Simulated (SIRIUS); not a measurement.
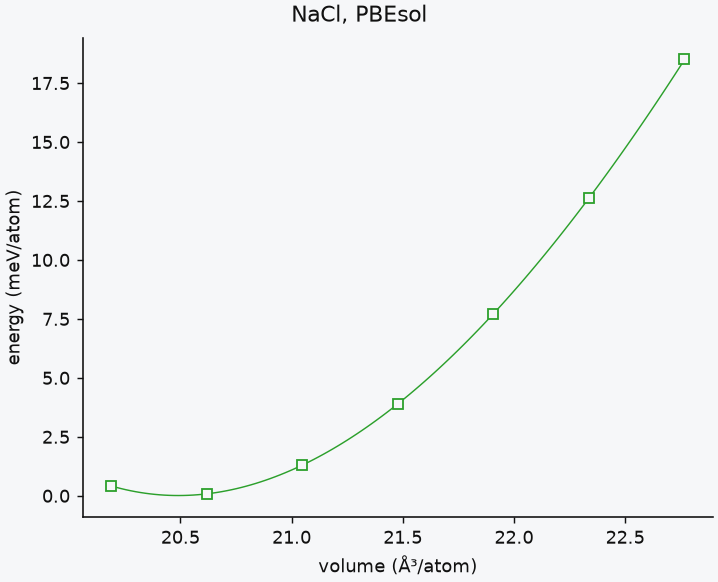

The picture above shows the energy against volume for NaCl, space group Pm-3m (No. 221).

Structure:
```xyz
2
Lattice="3.5022 0.0000 0.0000 0.0000 3.5022 0.0000 0.0000 0.0000 3.5022" Properties=species:S:1:pos:R:3 pbc="T T T"
Cl    1.7511    1.7511    1.7511
Na    0.0000    0.0000    0.0000
```

Calculation (SIRIUS 7.10.0): plane-wave DFT, no spin polarisation; energies at scaled volumes of the given cell, shape and fractions fixed, counted from the fit's minimum, third-order Birch-Murnaghan fit. Level: PBEsol.

- k mesh: 8×8×8
- occupations: Fermi–Dirac
- smearing width: 0.05 eV
- potentials: dojo sr pbesol 0.4.1 standard
- wave cutoff: 1202 eV
- density cutoff: 4809 eV

From this curve and the settings, what does the calculation give for the pressure at the same points?

The pressure falls from 0.44 GPa at volume 20.19 Å³/atom to −2.36 GPa at 22.77 Å³/atom, and changes sign near 20.49 Å³/atom.

| volume (Å³/atom) | pressure (GPa) |
| --- | --- |
| 20.19 | 0.44 |
| 20.62 | −0.18 |
| 21.05 | −0.73 |
| 21.48 | −1.21 |
| 21.91 | −1.64 |
| 22.34 | −2.02 |
| 22.77 | −2.36 |
